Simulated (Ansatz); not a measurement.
## What a change does: geometry relaxation on AlCu5

System: AlCu5 (Pmmm, 6 atoms in the cell).
Method of run 1: DFT, PBE, plane waves, PAW, no spin polarisation (Ansatz 0.2.0).

The structure was made by a generator, so it may or may not be a known phase. Text and figures count atoms from 1; the logs count them from 0 in places.

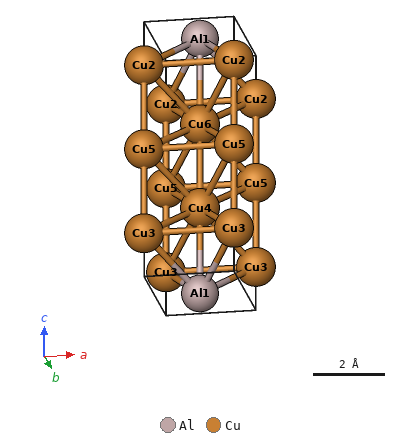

The input geometry (ball-and-stick view of the cell of the calculation, seen at an oblique angle; atoms are numbered from 1 in the order of the input). An atom can appear more than once, as a periodic image. Near neighbours in the periodic cell (some may lie outside the picture): Al has 2 Al at 2.59 Å and 10 Cu at 2.51 to 2.56 Å; Cu has 4 Al at 2.51 Å and 8 Cu at 2.49 to 2.59 Å; Cu has 1 Al at 2.56 Å and 11 Cu at 2.49 to 2.59 Å; Cu has 12 Cu at 2.49 to 2.59 Å.

### The input, run 1
```yaml
crystal:
  lattice:
    - [2.5853124206, 0.0, 0.0]
    - [0.0, 3.4364276863, 0.0]
    - [0.0, 0.0, 7.6201219854]
  atoms:
    - { symbol: Al, position: [0.5, 0.5, 0.0] }
    - { symbol: Cu, position: [0.0, 0.0, 0.8299043662] }
    - { symbol: Cu, position: [0.0, 0.0, 0.1700956338] }
    - { symbol: Cu, position: [0.5, 0.5, 0.3360349745] }
    - { symbol: Cu, position: [0.0, 0.0, 0.5] }
    - { symbol: Cu, position: [0.5, 0.5, 0.6639650255] }
basis:
  ecutwfc: 420
kpoints:
  mp_grid: { grid: [14, 10, 6] }
hamiltonian:
  xc: pbe
scf:
  occupations: { method: gaussian, width: 0.1 }
  convergence: { dr2_threshold: 1.0e-09 }
output:
  forces: true
  eigenvalues: true
  stress: true
relax:
  adjacent_minimum: "off"
  f_tol: 0.01
  max_steps: 30
  cell: { stress_tol: 0.1, fix: [volume] }
```

Command:
```bash
ansatz run input.yaml --threads 4 --pin off --max-ram 8192MiB --backend cpu --events-out ev --progress --plain --runs-dir out
```

Hardware: 4 threads of Intel Xeon (Granite Rapids), 64 GiB of memory available, shared host.

### Output, shortened to warnings, some set-up lines, iterations and results (run 1)
```
Basis set: ecut = 420 eV, 1347 PW (Γ), exchange–correlation on 36×48×108 points (8 copies of the dense FFT grid, shifted against one another)
Symmetry: 8 space group operations
k-points: 192 of 840
Initial density: superposition of atomic densities (neutral atoms: chi_scale 0, normalization atom), corrected by the library's trained network
[...]
SCF iter   1: F=—  HF=-33663.617389 eV  |F-HF|=—  |Δ(HF+E_count)|=         —  Δρ=3.81e-3  dr2=8.09e-3  ethr=1.77e-3  ⟨swp⟩=5.2  Hψ=39363  notcnv=0  defer=124
SCF iter   2: F=—  HF=-33663.616350 eV  |F-HF|=—  |Δ(HF+E_count)|=   1.04e-3  Δρ=1.23e-3  dr2=2.31e-3  ethr=8.25e-6  ⟨swp⟩=2.1  Hψ=17837  notcnv=0  defer=165
SCF iter   3: F=—  HF=-33663.616023 eV  |F-HF|=—  |Δ(HF+E_count)|=   3.27e-4  Δρ=8.81e-4  dr2=1.08e-3  ethr=2.36e-6  ⟨swp⟩=1.0  Hψ=10639  notcnv=0  defer=165
SCF iter   4: F=—  HF=-33663.615838 eV  |F-HF|=—  |Δ(HF+E_count)|=   1.85e-4  Δρ=2.59e-4  dr2=1.32e-4  ethr=1.11e-6  ⟨swp⟩=2.2  Hψ=14844  notcnv=0  defer=165
SCF iter   5: F=—  HF=-33663.615828 eV  |F-HF|=—  |Δ(HF+E_count)|=   9.73e-6  Δρ=1.54e-4  dr2=3.12e-5  ethr=1.35e-7  ⟨swp⟩=2.2  Hψ=15652  notcnv=0  defer=165
[... 21 lines ...]
SCF iter   5: F=-33663.615919 eV  HF=-33663.615919 eV  |F-HF|=7.28e-12  |Δ(HF+E_count)|=  7.28e-12  Δρ=6.01e-8  dr2=3.06e-12  ethr=1.00e-12  ⟨swp⟩=1.0  Hψ=11328  notcnv=0
SCF iter   6: F=-33663.615919 eV  HF=-33663.615919 eV  |F-HF|=7.28e-12  |Δ(HF+E_count)|=    0.00e0  Δρ=2.05e-8  dr2=5.97e-13  ethr=1.00e-12  ⟨swp⟩=1.0  Hψ=11328  notcnv=0
SCF iter   7: F=-33663.615919 eV  HF=-33663.615919 eV  |F-HF|=1.46e-11  |Δ(HF+E_count)|=    0.00e0  Δρ=1.29e-8  dr2=1.36e-13  ethr=1.00e-12  ⟨swp⟩=1.2  Hψ=23928  notcnv=0
SCF 3 converged in 7 iterations: F = -33663.615919 eV  dr2 = 1.36e-13
relax step   3: F+E_penalty+E_count = -33663.61591877 eV  Δ(F+E_penalty+E_count) = -3.009e-6 eV  max|allowed force component| = 8.430e-3 eV/Å  Δτ_max = 0.0000 Å  P = +15.767 …
basis re-selected at this cell: Δ(F+E_penalty+E_count) = -3.009e-6 eV, ΔP = -0.000 GPa vs the last step (what re-selecting the basis moved, of the pressure what is left beyond the Pulay correction that the steps carried, after the strain that the cell walked since its last selection, with what the …
SCF converged after 7 iterations
Free energy (F): -33663.615919 eV
Harris-Foulkes:  -33663.615919 eV  (|F-HF|=1.46e-11)
Internal energy: -33663.607915 eV  (E = F + TS)
E sigma→0 (E₀):  -33663.611917 eV
Entropy (-TS):   -0.008004 eV (-1.334 meV/atom)
Fermi energy:    17.153015 eV
--- Per-component energies (eV) ---
  E_band       = -1775.209219
  E_kinetic    = 1531.184785
  E_local      = -23274.674253  (includes V_loc(G=0)·N_el)
  E_nonlocal   = 1951.563030
  E_hartree    = 10439.837357
  E_xc         = -493.369628
  E_vxc        = -614.710446  (∫ρ·V_xc dr)
  E_paw        = -8774.059685  (= ΣΔE_a)
  E_vpaw       = -2248.248514  (= ΣTr[D̂ρ^β])
  E_aug_tail   = 0.001453  (compensation charges beyond the density's cutoff)
  E_ewald      = -15044.090974
  E_smearing   = -0.008004  (= −TS)
  E_closure    = 0.000000  (closes the sum)
  Σ components = -33663.615919   (vs F -33663.615919, Δ=0.00e0)
--- Forces (eV/Å), atoms counted from 1 ---
  atom   1  Al     0.00000000     0.00000000     0.00000000
  atom   2  Cu     0.00000000     0.00000000     0.00842983
  atom   3  Cu     0.00000000    -0.00000000    -0.00842983
  atom   4  Cu     0.00000000    -0.00000000    -0.00447410
  atom   5  Cu     0.00000000     0.00000000     0.00000000
  atom   6  Cu     0.00000000     0.00000000     0.00447410
  max |Σ_I F_I| component: 1.73e-18 eV/Å
--- Stress (GPa, compression-positive) ---
       15.788208      -0.000000       0.000000
       -0.000000      15.699688      -0.000000
        0.000000      -0.000000      15.814469
  P = ⅓ Tr σ = 15.7675 GPa (157.675 kbar)
--- Relaxed structure (2 steps of the walk, 2 accepted, 1 SCFs on fresh bases) ---
  F+E_penalty+E_count = -33663.61591877 eV   max|allowed force component| = 8.430e-3 eV/Å   (the final SCF, on the basis selected at the relaxed cell)
  cell:  # Å, volume = 67.6990 Å³
    - [2.585587843271165, -6.719270926418231e-34, -3.665056868955399e-34]
    - [-8.93133396927535e-34, 3.4356413583949412, -2.031985650748567e-20]
[...]
```

For run 2 the input was changed thus:
```diff
-  convergence: { dr2_threshold: 1.0e-09 }
```

What does this change do to the results?

Both reach the same energy, so the change doesn't alter the result. The SCF takes 23 iterations over all geometry steps against 25.

### Output, shortened to warnings, some set-up lines, iterations and results (run 2)
```
Basis set: ecut = 420 eV, 1347 PW (Γ), exchange–correlation on 36×48×108 points (8 copies of the dense FFT grid, shifted against one another)
Symmetry: 8 space group operations
k-points: 192 of 840
Initial density: superposition of atomic densities (neutral atoms: chi_scale 0, normalization atom), corrected by the library's trained network
[...]
SCF iter   1: F=—  HF=-33663.617389 eV  |F-HF|=—  |Δ(HF+E_count)|=         —  Δρ=3.81e-3  dr2=8.09e-3  ethr=1.77e-3  ⟨swp⟩=5.2  Hψ=39363  notcnv=0  defer=124
SCF iter   2: F=—  HF=-33663.616350 eV  |F-HF|=—  |Δ(HF+E_count)|=   1.04e-3  Δρ=1.23e-3  dr2=2.31e-3  ethr=8.25e-6  ⟨swp⟩=2.1  Hψ=17837  notcnv=0  defer=165
SCF iter   3: F=—  HF=-33663.616023 eV  |F-HF|=—  |Δ(HF+E_count)|=   3.27e-4  Δρ=8.81e-4  dr2=1.08e-3  ethr=2.36e-6  ⟨swp⟩=1.0  Hψ=10639  notcnv=0  defer=165
SCF iter   4: F=—  HF=-33663.615838 eV  |F-HF|=—  |Δ(HF+E_count)|=   1.85e-4  Δρ=2.59e-4  dr2=1.32e-4  ethr=1.11e-6  ⟨swp⟩=2.2  Hψ=14844  notcnv=0  defer=165
SCF iter   5: F=—  HF=-33663.615828 eV  |F-HF|=—  |Δ(HF+E_count)|=   9.73e-6  Δρ=1.54e-4  dr2=3.12e-5  ethr=1.35e-7  ⟨swp⟩=2.2  Hψ=15652  notcnv=0  defer=165
[... 19 lines ...]
SCF iter   6: F=-33663.615919 eV  HF=-33663.615919 eV  |F-HF|=7.28e-12  |Δ(HF+E_count)|=  7.28e-12  Δρ=2.75e-8  dr2=3.24e-12  ethr=1.00e-12  ⟨swp⟩=1.0  Hψ=11328  notcnv=0
SCF iter   7: F=-33663.615919 eV  HF=-33663.615919 eV  |F-HF|=7.28e-12  |Δ(HF+E_count)|=  7.28e-12  Δρ=2.18e-8  dr2=4.65e-13  ethr=1.00e-12  ⟨swp⟩=1.0  Hψ=11328  notcnv=0
SCF iter   8: F=-33663.615919 eV  HF=-33663.615919 eV  |F-HF|=7.28e-12  |Δ(HF+E_count)|=    0.00e0  Δρ=1.95e-8  dr2=4.10e-13  ethr=1.00e-12  ⟨swp⟩=1.4  Hψ=24112  notcnv=0
SCF 3 converged in 8 iterations: F = -33663.615919 eV  dr2 = 4.10e-13
relax step   3: F+E_penalty+E_count = -33663.61591877 eV  Δ(F+E_penalty+E_count) = -3.010e-6 eV  max|allowed force component| = 8.424e-3 eV/Å  Δτ_max = 0.0000 Å  P = +15.767 …
basis re-selected at this cell: Δ(F+E_penalty+E_count) = -3.010e-6 eV, ΔP = -0.000 GPa vs the last step (what re-selecting the basis moved, of the pressure what is left beyond the Pulay correction that the steps carried, after the strain that the cell walked since its last selection, with what the …
SCF converged after 8 iterations
Free energy (F): -33663.615919 eV
Harris-Foulkes:  -33663.615919 eV  (|F-HF|=7.28e-12)
Internal energy: -33663.607915 eV  (E = F + TS)
E sigma→0 (E₀):  -33663.611917 eV
Entropy (-TS):   -0.008004 eV (-1.334 meV/atom)
Fermi energy:    17.153015 eV
--- Per-component energies (eV) ---
  E_band       = -1775.209238
  E_kinetic    = 1531.184783
  E_local      = -23274.669004  (includes V_loc(G=0)·N_el)
  E_nonlocal   = 1951.563037
  E_hartree    = 10439.834718
  E_xc         = -493.369626
  E_vxc        = -614.710443  (∫ρ·V_xc dr)
  E_paw        = -8774.059687  (= ΣΔE_a)
  E_vpaw       = -2248.248543  (= ΣTr[D̂ρ^β])
  E_aug_tail   = 0.001453  (compensation charges beyond the density's cutoff)
  E_ewald      = -15044.093590
  E_smearing   = -0.008004  (= −TS)
  E_closure    = -0.000000  (closes the sum)
  Σ components = -33663.615919   (vs F -33663.615919, Δ=0.00e0)
--- Forces (eV/Å), atoms counted from 1 ---
  atom   1  Al     0.00000000    -0.00000000     0.00000000
  atom   2  Cu     0.00000000    -0.00000000     0.00842408
  atom   3  Cu    -0.00000000     0.00000000    -0.00842408
  atom   4  Cu    -0.00000000     0.00000000    -0.00447209
  atom   5  Cu    -0.00000000     0.00000000     0.00000000
  atom   6  Cu     0.00000000    -0.00000000     0.00447209
  max |Σ_I F_I| component: 1.58e-30 eV/Å
--- Stress (GPa, compression-positive) ---
       15.788205       0.000000       0.000000
        0.000000      15.699685      -0.000000
        0.000000      -0.000000      15.814469
  P = ⅓ Tr σ = 15.7675 GPa (157.675 kbar)
--- Relaxed structure (2 steps of the walk, 2 accepted, 1 SCFs on fresh bases) ---
  F+E_penalty+E_count = -33663.61591877 eV   max|allowed force component| = 8.424e-3 eV/Å   (the final SCF, on the basis selected at the relaxed cell)
  cell:  # Å, volume = 67.6990 Å³
    - [2.585587695727927, -4.886742491940532e-34, -3.665056868955399e-34]
    - [-6.4955156140184355e-34, 3.435641780051144, -2.0308972553300917e-20]
[...]
```

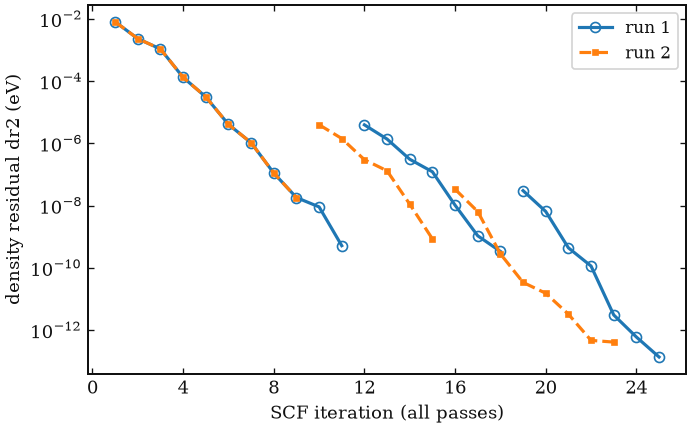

Convergence of the two runs: density residual dr2 against the SCF iteration. A break in a curve parts two SCF passes. Run 1 takes 25 iterations in all, and run 2 takes 23.

### The two runs side by side

| quantity | run 1 | run 2 |
| --- | --- | --- |
| outcome | converged | converged |
| free energy per atom (eV) | −5610.6027 | −5610.6027 |
| energy per atom, smearing taken to zero (eV) | −5610.6020 | −5610.6020 |
| gap on the mesh (eV) | 0.00 | 0.00 |
| pressure (GPa) | 15.77 | 15.77 |
| largest force (eV/Å) | 0.008 | 0.008 |
| SCF iterations | 25 | 23 |
| irreducible k-points | 192 | 192 |
| wall time (shared host) | 19 s | 17 s |

For both runs: The cell is under a pressure of 15.8 GPa at this level, so it is not at its equilibrium volume.
